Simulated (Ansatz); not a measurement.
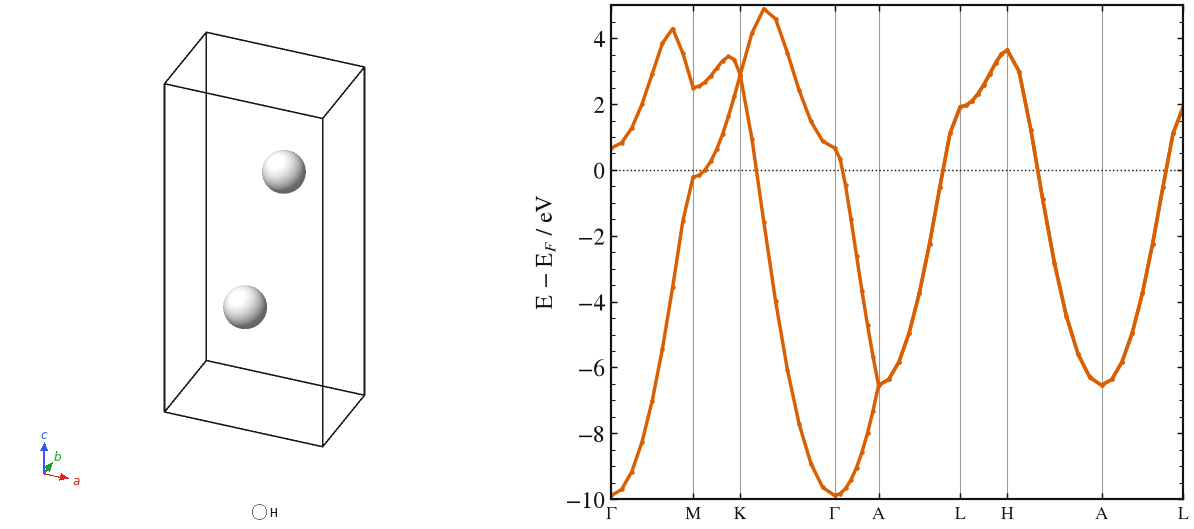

Band structure, beside the structure. Energies are counted from the Fermi level. The path runs straight from each named point to the next.

System: H, space group P6_3/mmc (No. 194), 2 atoms in the cell.

Computed with Ansatz: DFT, PBE, all-electron LAPW, scalar-relativistic, no spin polarisation, 13×13×7 k mesh, Fermi-Dirac smearing of 0.01 eV.

Q: Metal, semiconductor or insulator?

A: A metal: 2 bands cross the Fermi level along this path.

The cell is at −24 GPa in this functional.
